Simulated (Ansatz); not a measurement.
## Run report: Ta8N9, geometry relaxation (part 2 of 4)

Ta8N9 (slab, 34 atoms in the cell); DFT PBE+D3(BJ), scalar-relativistic, plane waves, PAW, no spin polarisation (Ansatz 0.2.0); cutoff 420 eV, 4×3×1 k-mesh, Gaussian smearing of 0.1 eV. The structure derives from an entry of the Crystallography Open Database. The input holds or restrains some coordinates. Forces given for the steps count only the free coordinates. It belongs to a series of runs on one base structure; here: 1 N2 a cell, flat, over a hollow Ta-N site.

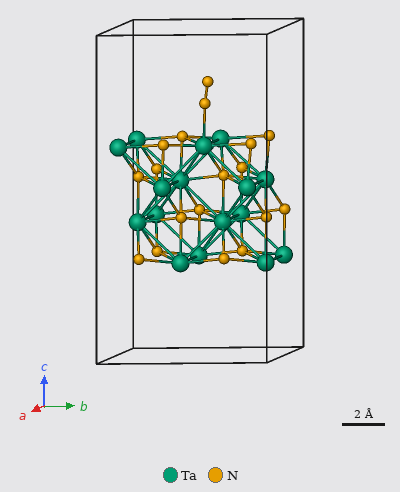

Fig. 1: The geometry at step 13 of the log (ball-and-stick view of the cell of the calculation, with the vacuum cut short, seen slightly off an axis).

### Output, continued
```
relax step   4: F+E_penalty+E_count = -165857.98485949 eV  Δ(F+E_penalty+E_count) = +1.561e-2 eV  max|allowed force component| = 4.543e0 eV/Å  Δτ_max = 0.1949 Å  (5 SCF iters, dr2 threshold 1.00e-4 eV, rejected (line search))
SCF 5 converged in 9 iterations: F = -165858.067990 eV  dr2 = 3.06e-8
relax step   5: F+E_penalty+E_count = -165858.06798995 eV  Δ(F+E_penalty+E_count) = -6.752e-2 eV  max|allowed force component| = 1.717e0 eV/Å  Δτ_max = 0.0950 Å  (9 SCF iters, accepted)
SCF 6 converged in 5 iterations: F = -165858.142287 eV  dr2 = 1.66e-5
relax step   6: F+E_penalty+E_count = -165858.14228703 eV  Δ(F+E_penalty+E_count) = -7.430e-2 eV  max|allowed force component| = 1.256e0 eV/Å  Δτ_max = 0.0975 Å  (5 SCF iters, dr2 threshold 1.00e-4 eV, accepted)
SCF 7 converged in 6 iterations: F = -165858.254919 eV  dr2 = 3.30e-5
relax step   7: F+E_penalty+E_count = -165858.25491945 eV  Δ(F+E_penalty+E_count) = -1.126e-1 eV  max|allowed force component| = 1.919e0 eV/Å  Δτ_max = 0.1463 Å  (6 SCF iters, dr2 threshold 1.00e-4 eV, accepted)
SCF 8 converged in 7 iterations: F = -165858.419296 eV  dr2 = 6.65e-5
relax step   8: F+E_penalty+E_count = -165858.41929593 eV  Δ(F+E_penalty+E_count) = -1.644e-1 eV  max|allowed force component| = 2.683e0 eV/Å  Δτ_max = 0.1951 Å  (7 SCF iters, dr2 threshold 1.00e-4 eV, accepted)
SCF 9 converged in 8 iterations: F = -165858.575575 eV  dr2 = 2.48e-5
relax step   9: F+E_penalty+E_count = -165858.57557457 eV  Δ(F+E_penalty+E_count) = -1.563e-1 eV  max|allowed force component| = 1.485e0 eV/Å  Δτ_max = 0.2000 Å  (8 SCF iters, dr2 threshold 1.00e-4 eV, accepted)
SCF 10 converged in 5 iterations: F = -165858.603603 eV  dr2 = 5.51e-5
relax step  10: F+E_penalty+E_count = -165858.60360302 eV  Δ(F+E_penalty+E_count) = -2.803e-2 eV  max|allowed force component| = 1.438e0 eV/Å  Δτ_max = 0.1944 Å  (5 SCF iters, dr2 threshold 1.00e-4 eV, accepted)
SCF 11 converged in 5 iterations: F = -165858.676264 eV  dr2 = 2.34e-5
relax step  11: F+E_penalty+E_count = -165858.67626380 eV  Δ(F+E_penalty+E_count) = -7.266e-2 eV  max|allowed force component| = 7.595e-1 eV/Å  Δτ_max = 0.2000 Å  (5 SCF iters, dr2 threshold 1.00e-4 eV, accepted)
SCF 12 converged in 6 iterations: F = -165858.701036 eV  dr2 = 4.82e-5
relax step  12: F+E_penalty+E_count = -165858.70103550 eV  Δ(F+E_penalty+E_count) = -2.477e-2 eV  max|allowed force component| = 3.512e-1 eV/Å  Δτ_max = 0.2000 Å  (6 SCF iters, dr2 threshold 1.00e-4 eV, accepted)
SCF 13 converged in 7 iterations: F = -165858.714931 eV  dr2 = 2.56e-6
relax step  13: F+E_penalty+E_count = -165858.71493106 eV  Δ(F+E_penalty+E_count) = -1.390e-2 eV  max|allowed force component| = 1.836e-1 eV/Å  Δτ_max = 0.2000 Å  (7 SCF iters, dr2 threshold 2.64e-5 eV, accepted)
SCF 14 converged in 6 iterations: F = -165858.722918 eV  dr2 = 5.06e-6
relax step  14: F+E_penalty+E_count = -165858.72291800 eV  Δ(F+E_penalty+E_count) = -7.987e-3 eV  max|allowed force component| = 3.898e-1 eV/Å  Δτ_max = 0.1929 Å  (6 SCF iters, dr2 threshold 7.21e-6 eV, accepted)
SCF 15 converged in 5 iterations: F = -165858.723372 eV  dr2 = 2.36e-5
relax step  15: F+E_penalty+E_count = -165858.72337229 eV  Δ(F+E_penalty+E_count) = -4.543e-4 eV  max|allowed force component| = 6.731e-1 eV/Å  Δτ_max = 0.1986 Å  (5 SCF iters, dr2 threshold 4.16e-5 eV, accepted)
SCF 16 converged in 4 iterations: F = -165858.731094 eV  dr2 = 5.49e-5
relax step  16: F+E_penalty+E_count = -165858.73109371 eV  Δ(F+E_penalty+E_count) = -7.721e-3 eV  max|allowed force component| = 5.823e-2 eV/Å  Δτ_max = 0.0779 Å  (4 SCF iters, dr2 threshold 1.00e-4 eV, accepted)
SCF 17 converged in 6 iterations: F = -165858.731126 eV  dr2 = 2.44e-8
relax step  17: F+E_penalty+E_count = -165858.73112550 eV  Δ(F+E_penalty+E_count) = -3.179e-5 eV  max|allowed force component| = 5.741e-2 eV/Å  Δτ_max = 0.0000 Å  (6 SCF iters, accepted)
SCF 18 converged in 8 iterations: F = -165858.731209 eV  dr2 = 4.92e-8
relax step  18: F+E_penalty+E_count = -165858.73120896 eV  Δ(F+E_penalty+E_count) = -8.345e-5 eV  max|allowed force component| = 5.117e-2 eV/Å  Δτ_max = 0.0655 Å  (8 SCF iters, accepted)
SCF 19 converged in 5 iterations: F = -165858.732146 eV  dr2 = 1.03e-6
relax step  19: F+E_penalty+E_count = -165858.73214606 eV  Δ(F+E_penalty+E_count) = -9.371e-4 eV  max|allowed force component| = 6.789e-2 eV/Å  Δτ_max = 0.0437 Å  (5 SCF iters, dr2 threshold 2.08e-6 eV, accepted)
SCF 20 converged in 5 iterations: F = -165858.732308 eV  dr2 = 2.96e-7
relax step  20: F+E_penalty+E_count = -165858.73230838 eV  Δ(F+E_penalty+E_count) = -1.623e-4 eV  max|allowed force component| = 1.573e-2 eV/Å  Δτ_max = 0.0229 Å  (5 SCF iters, dr2 threshold 3.66e-6 eV, accepted)
iter 1 solved again at ethr=8.62e-11 eV; its pass at ethr=3.10e-3 eV (dr2=2.57e-7 eV) is discarded
SCF iter   1: F=—  HF=-165858.732809 eV  |F-HF|=—  |Δ(HF+E_count)|=         —  Δρ=5.06e-6  dr2=2.51e-7  ethr=8.62e-11  p=0.035 e·Å  D=5.93e-3 V/Å  ΔV_dip=-0.14 eV  dr2_dipole=1.61e-8  V_vac-E_F(+/−)=4.05/4.20 eV  ⟨swp⟩=3.0  Hψ=3570  notcnv=0
efield: sawtooth ramp at fractional position 0.9890 (handed on by an earlier solve), width 0.0400; the density the first Hamiltonian is built on has a dipole p = 0.035 e·Å; the dipole correction subtracts the counter field D = 5.93e-3 V/Å, which shifts the + side's vacuum level by -0.14 eV against the − side's; the planar-averaged density in the ramp window peaks in size at 3.0e-6 e/Å³
preconditioner: auto → LDOS  [metal: Δε(μ)=0.014 eV  Ē_g=8.646 eV  σ=0.100 eV  W_gap=0.08  n_scr=178 (ndim 8)  ℏωp=14.6 eV  f_vac=0.580  D(μ)=21.82/eV (n_scr^D=126)  β→1.0]
SCF iter   2: F=—  HF=-165858.732309 eV  |F-HF|=—  |Δ(HF+E_count)|=   5.01e-4  Δρ=4.63e-6  dr2=2.44e-7  ethr=8.44e-11  p=0.035 e·Å  D=5.93e-3 V/Å  ΔV_dip=-0.14 eV  dr2_dipole=1.13e-8  V_vac-E_F(+/−)=4.05/4.20 eV  ⟨swp⟩=4.0  Hψ=2746  notcnv=0
SCF iter   3: F=-165858.732309 eV  HF=-165858.732309 eV  |F-HF|=2.51e-8  |Δ(HF+E_count)|=   3.03e-8  Δρ=2.19e-6  dr2=5.84e-8  ethr=3.36e-11  p=0.035 e·Å  D=5.93e-3 V/Å  ΔV_dip=-0.14 eV  dr2_dipole=3.75e-9  V_vac-E_F(+/−)=4.05/4.20 eV  ⟨swp⟩=12.9  Hψ=10728  notcnv=0
SCF 21 converged in 3 iterations: F = -165858.732309 eV  dr2 = 5.84e-8
relax step  21: F+E_penalty+E_count = -165858.73230856 eV  Δ(F+E_penalty+E_count) = -1.775e-7 eV  max|allowed force component| = 1.570e-2 eV/Å  Δτ_max = 0.0000 Å  (3 SCF iters, accepted)
WARN: The output density's exchange-correlation potential varies sharply where the density is thin. Do not read a vacuum level from v_tot or v_xc, or from such a field of the output density. On a cell that repeats whose density bears no net charge and no dipole along the vacuum's axis use v_es (v_loc + v_h of the components); under efield.dipole_correction with no amplitude use v_es + v_field, which holds any external_charges[].barrier, or the levels of the report's work_function block, which leave it out; under a non-zero efield.amplitude the vacuum is tilted and has no level; on a cell that repeats and bears such a dipole with no correction it is tilted too, and efield.dipole_correction with no amplitude gives each side of its ramp a level where efield: is served; in a cell that repeats whose density bears a net charge (total_charge, or a fill off its count) it is curved and has none; of a slab under crystal.periodic whose density bears no net charge use v_es, which has a level on each side, short of where the two are joined; of another it falls or rises all the way out and has none; of a slab beside external_charges read slab_vacuum_level instead, which it has where they leave it neutral. The grid or the basis barely resolves most such structure, and the values can differ between equally converged runs; as a rule a tighter scf.convergence.dr2_threshold does not remove it. Where the density itself ripples (under the LDA too) a higher basis.ecutwfc lessens it. The files hold the spikes' plane waves up to the density's cutoff. Files: v_tot_of_output_density and the like, and their columns of v_z.tsv (output.write_potential); v_xc_of_output_density and the like, and their columns of v_comp_z.tsv (output.write_potential_components). Measured: with its Gaussian average of σ = 0.25 Å subtracted twice, the exchange-correlation potential is over 0.1 eV at 889 of the grid points where the equally averaged density (valence and model cores) is under 1e-3 e/Å³, and 0.555 eV at the most among them, at an averaged density of 2.2e-4 e/Å³. The input density's (outcome.potential() and, of a run that writes arrays, v_tot and v_xc) is over 0.1 eV, so measured, at 908 points of its own thin density, 0.560 eV at the most. See output.write_potential in the manual, Limitations
SCF converged after 3 iterations
Free energy (F): -165858.732309 eV
Harris-Foulkes:  -165858.732309 eV  (|F-HF|=2.51e-8)
Internal energy: -165858.623192 eV  (E = F + TS)
E sigma→0 (E₀):  -165858.677750 eV
Entropy (-TS):   -0.109117 eV (-3.209 meV/atom)
Fermi energy:    3.904335 eV
Dipole field:    D = 0.005891 V/Å  (p = 0.035168 e·Å, saw-weighted, corrected)
Work function:   Φ+ = 4.0530 eV   Φ− = 4.1946 eV
Levels:          The Fermi level and band energies are counted from a zero that moves with the ramp; work functions are not
--- Per-component energies (eV) ---
  E_band       = -5514.626972
  E_kinetic    = 8195.868276
  E_local      = -327270.249023  (includes V_loc(G=0)·N_el)
  E_nonlocal   = 1052.782510
  E_hartree    = 159645.996309
  E_xc         = -4572.322802
  E_vxc        = -4633.517052  (∫ρ·V_xc dr)
  E_paw        = -136636.690681  (= ΣΔE_a)
  E_vpaw       = -2153.421742  (= ΣTr[D̂ρ^β])
  E_aug_tail   = 0.003655  (compensation charges beyond the density's cutoff)
  E_efield     = 0.000104  (sawtooth field / dipole correction)
  E_vefield    = 1.927374  (∫n·V_field dr)
  E_ewald      = 133736.524257
  E_disp       = -10.535796  (pairwise vdW)
  E_smearing   = -0.109117  (= −TS)
  E_closure    = -0.000000  (closes the sum)
  Σ components = -165858.732309   (vs F -165858.732309, Δ=0.00e0)
--- Forces (eV/Å), atoms counted from 1 ---
  atom   1  Ta    -0.00104891     0.25956360     0.30191614
  atom   2  Ta     0.00122185     0.24406861     0.31935526
  atom   3  Ta     0.00467786     0.25983169     0.30031819
  atom   4  Ta     0.00538967     0.24979751     0.32468661
  atom   5  N      0.00331826    -0.52544414     0.49365635
  atom   6  N     -0.00103266    -0.49084846     0.44612039
  atom   7  N     -0.00119789    -0.52134167     0.46567584
  atom   8  N     -0.00259966    -0.49280927     0.44701817
  atom   9  Ta    -0.05041508     0.20236979    -0.30726158
  atom  10  Ta    -0.00201872     0.16529200    -0.40532929
  atom  11  Ta     0.04890802     0.20438322    -0.30602769
  atom  12  Ta     0.00371325     0.12799985    -0.40662089
  atom  13  N     -0.00489396     0.15860533    -0.46152496
  atom  14  N     -0.00317076     0.03286617    -0.36828976
  atom  15  N     -0.00305076     0.08178324    -0.47340434
  atom  16  N      0.00192264     0.03314025    -0.37104502
  atom  17  Ta     0.00048774     0.00220826     0.00122101
  atom  18  Ta     0.00036231     0.00388953     0.00109507
  atom  19  Ta     0.00243708     0.00791686     0.01570261
  atom  20  Ta    -0.00151037    -0.00260683     0.00049514
  atom  21  N     -0.00004059     0.00300140     0.00140775
  atom  22  N      0.00019609     0.00083194    -0.00346578
  atom  23  N      0.00078236    -0.00261602    -0.00306236
  atom  24  N      0.00049170     0.00067688    -0.00329414
  atom  25  Ta    -0.00065873     0.00286165    -0.00290877
  atom  26  Ta    -0.00112680     0.00577451     0.00316782
  atom  27  Ta    -0.00031725    -0.00232476     0.00055156
  atom  28  Ta     0.00552413    -0.00853831    -0.01110374
  atom  29  N      0.00038473     0.00165225    -0.00054905
  atom  30  N     -0.00461789    -0.00087932     0.00125301
  atom  31  N      0.00072744    -0.00072016    -0.00256463
  atom  32  N      0.00061157     0.00042525     0.00625100
  atom  33  N      0.00151388     0.00047112    -0.00999862
  atom  34  N     -0.00498667    -0.00125214     0.00666910
  max |Σ_I F_I| component: 1.10e-4 eV/Å
--- Band table (eV; the first three rows and the last of 7) ---
  k-point 0: bands = ["-64.7096", "-64.7070", "-64.6708", "-64.6705", "-64.6664", "-64.6235", "-64.5915", "-64.4576", "-64.4016", "-64.3624", "-64.3060", "-64.2652", "-64.2455", "-64.2127", "-64.2082", "-64.1780", "-31.7912", "-31.6127", "-31.6111", "-31.5970", "-31.5278", "-31.5116", "-31.5091", "-31.4678", "-31.4611", "-31.4466", "-31.3941", "-31.3674", "-31.3615", "-31.3574", "-31.3500", "-31.3445", "-31.3353", "-31.2675", "-31.2363", "-31.2192", "-31.1044", "-31.0957", "-31.0720", "-31.0506",
      "-31.0486", "-31.0143", "-30.9966", "-30.9461", "-30.9203", "-30.8985", "-30.8579", "-30.8157", "-30.8069", "-30.8042", "-30.7571", "-30.7108", "-30.6906", "-30.6843", "-30.6796", "-30.6763", "-30.6677", "-30.6489", "-30.6475", "-30.6181", "-30.5665", "-30.5339", "-30.4200", "-30.3741", "-20.0564", "-13.2638", "-12.1705", "-11.7842", "-11.7575", "-11.6840", "-11.6561", "-11.5553", "-11.5093", "-11.3769", "-10.9273", "-10.8927", "-10.8087", "-10.7934", "-10.3917", "-10.3279",
      "-10.2819", "-7.1365", "-4.5039", "-3.8707", "-3.8255", "-3.7905", "-3.7737", "-3.7583", "-3.3467", "-3.1851", "-3.1490", "-3.1010", "-3.0011", "-2.9368", "-2.7673", "-2.7192", "-2.5954", "-2.4796", "-2.3867", "-2.1851", "-2.1592", "-1.7789", "-1.6076", "-1.5915", "-1.4896", "-1.2345", "-1.1934", "-1.1637", "-1.0841", "-1.0129", "-0.9900", "-0.9532", "-0.7584", "-0.7250", "-0.6411", "-0.5712", "-0.4243", "-0.3859", "-0.1997", "-0.1639",
      "-0.1170", "0.0179", "0.0447", "0.0899", "0.1123", "0.3271", "0.3310", "0.4338", "0.6537", "0.8107", "0.9427", "0.9927", "1.1312", "1.2970", "1.5237", "1.6461", "1.7140", "1.8399", "2.1548", "2.5238", "2.5595", "2.9092", "3.1833", "3.2624", "3.2820", "3.5398", "3.7883", "4.0504", "4.0883", "4.2401", "4.2469", "4.4156", "4.5236", "4.6188", "4.8964", "5.0193", "5.1758", "5.4322", "5.5637", "5.6387",
      "5.6985", "5.7710", "6.0353", "6.1339", "6.1939", "6.2371", "6.4868", "6.5408", "6.8047", "6.8557", "6.8995", "6.9071", "6.9514", "7.1233", "7.1584", "7.2238", "7.2255", "7.3593", "7.4186", "7.4681", "7.4712", "7.6007", "7.8731"]
  k-point 1: bands = ["-64.7089", "-64.7076", "-64.6708", "-64.6705", "-64.6664", "-64.6235", "-64.5916", "-64.4576", "-64.4016", "-64.3624", "-64.3062", "-64.2652", "-64.2449", "-64.2131", "-64.2082", "-64.1780", "-31.7895", "-31.6038", "-31.6022", "-31.5506", "-31.5367", "-31.5187", "-31.5053", "-31.4753", "-31.4634", "-31.4522", "-31.4179", "-31.3843", "-31.3768", "-31.3577", "-31.3400", "-31.3366", "-31.3278", "-31.2780", "-31.2756", "-31.2269", "-31.0945", "-31.0705", "-31.0693", "-31.0540",
      "-31.0442", "-31.0146", "-30.9962", "-30.9435", "-30.9220", "-30.9015", "-30.8603", "-30.8075", "-30.8067", "-30.7678", "-30.7481", "-30.7075", "-30.7048", "-30.6999", "-30.6908", "-30.6884", "-30.6630", "-30.6483", "-30.6473", "-30.6057", "-30.5673", "-30.5420", "-30.4142", "-30.3782", "-20.0564", "-13.0089", "-12.3786", "-11.9932", "-11.6754", "-11.6646", "-11.6426", "-11.5560", "-11.5096", "-11.2682", "-11.0550", "-10.8064", "-10.7910", "-10.7699", "-10.4873", "-10.3446",
      "-10.2766", "-7.1354", "-4.1758", "-3.8874", "-3.8303", "-3.7763", "-3.7748", "-3.6746", "-3.6544", "-3.5470", "-3.5163", "-3.1432", "-3.0837", "-2.9547", "-2.8989", "-2.8811", "-2.6302", "-2.6042", "-2.3335", "-2.3053", "-2.2969", "-1.9726", "-1.4381", "-1.3947", "-1.3622", "-1.0879", "-0.9960", "-0.9826", "-0.9724", "-0.9653", "-0.8475", "-0.8414", "-0.4976", "-0.4541", "-0.4448", "-0.3635", "-0.2956", "-0.2507", "-0.2209", "-0.0877",
      "-0.0715", "-0.0253", "0.0389", "0.0841", "0.1983", "0.2570", "0.3581", "0.3763", "0.5755", "0.6873", "0.7376", "0.8426", "1.2573", "1.2742", "1.3244", "2.1492", "2.2014", "2.2314", "2.5018", "2.6413", "2.6491", "2.9085", "2.9975", "3.1360", "3.1381", "3.6058", "3.7464", "3.9110", "3.9228", "3.9623", "4.1641", "4.3263", "4.6455", "4.6916", "4.7823", "4.8953", "5.1960", "5.2796", "5.3227", "5.3858",
      "5.5338", "5.6960", "5.7458", "5.8666", "6.0853", "6.1419", "6.2595", "6.6771", "6.7302", "6.7723", "6.9511", "6.9714", "6.9914", "7.0692", "7.1583", "7.2060", "7.2202", "7.4091", "7.5527", "7.5556", "7.5805", "7.6779", "7.7264"]
```
